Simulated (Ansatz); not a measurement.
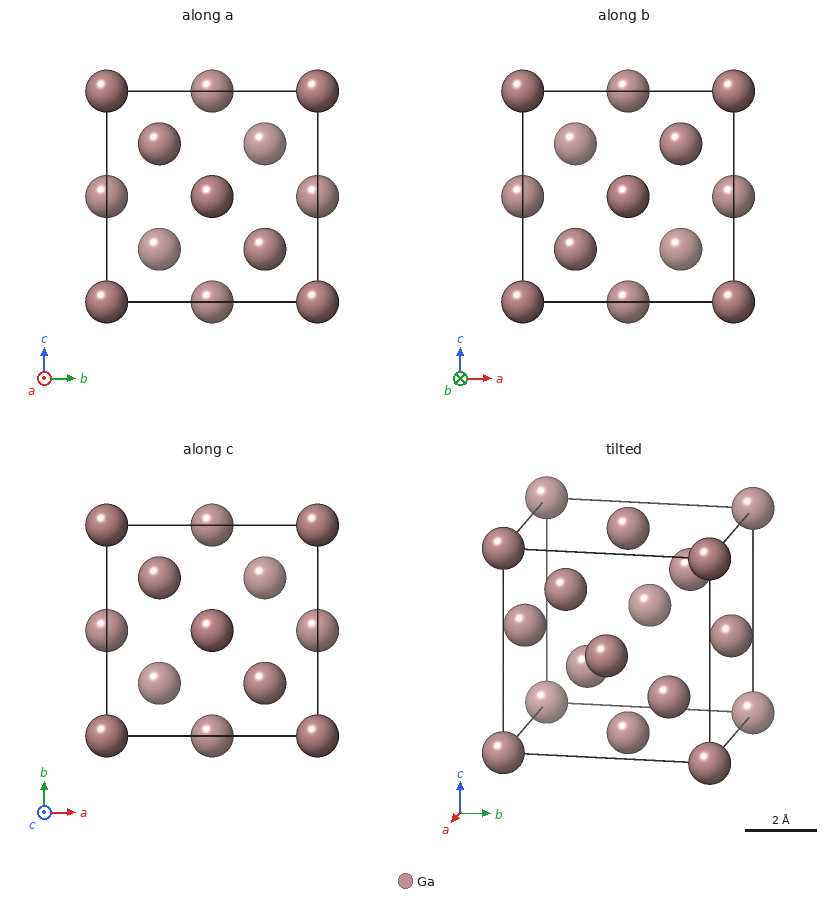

An orthographic spheres-only view of the structure, along the a axis, along the b axis, along the c axis and slightly off an axis. The wireframe shows the conventional unit cell.

Lattice parameters: a = 5.9717 Å, b = 5.9717 Å, c = 5.9717 Å, α = 90.000°, β = 90.000°, γ = 90.000°.

Write down what is shown as a CIF in P1 with every atom of the cell.

Answer.
```cif
data_structure
_symmetry_space_group_name_H-M 'P 1'
_symmetry_Int_Tables_number 1
_cell_length_a 5.9717
_cell_length_b 5.9717
_cell_length_c 5.9717
_cell_angle_alpha 90.000
_cell_angle_beta 90.000
_cell_angle_gamma 90.000
_cell_volume 212.96
loop_
_atom_site_label
_atom_site_type_symbol
_atom_site_fract_x
_atom_site_fract_y
_atom_site_fract_z
_atom_site_occupancy
Ga1 Ga 0.7500 0.7500 0.2500 1
Ga2 Ga 0.0000 0.5000 0.5000 1
Ga3 Ga 0.7500 0.2500 0.7500 1
Ga4 Ga 0.0000 0.0000 0.0000 1
Ga5 Ga 0.2500 0.7500 0.7500 1
Ga6 Ga 0.5000 0.5000 0.0000 1
Ga7 Ga 0.2500 0.2500 0.2500 1
Ga8 Ga 0.5000 0.0000 0.5000 1
```

The cell started as a structure type filled with this element by a generator (whether the element takes this form wasn't checked). Earlier steps of the study may have refined or changed the cell and positions. It was run through Ansatz as a DFT input.
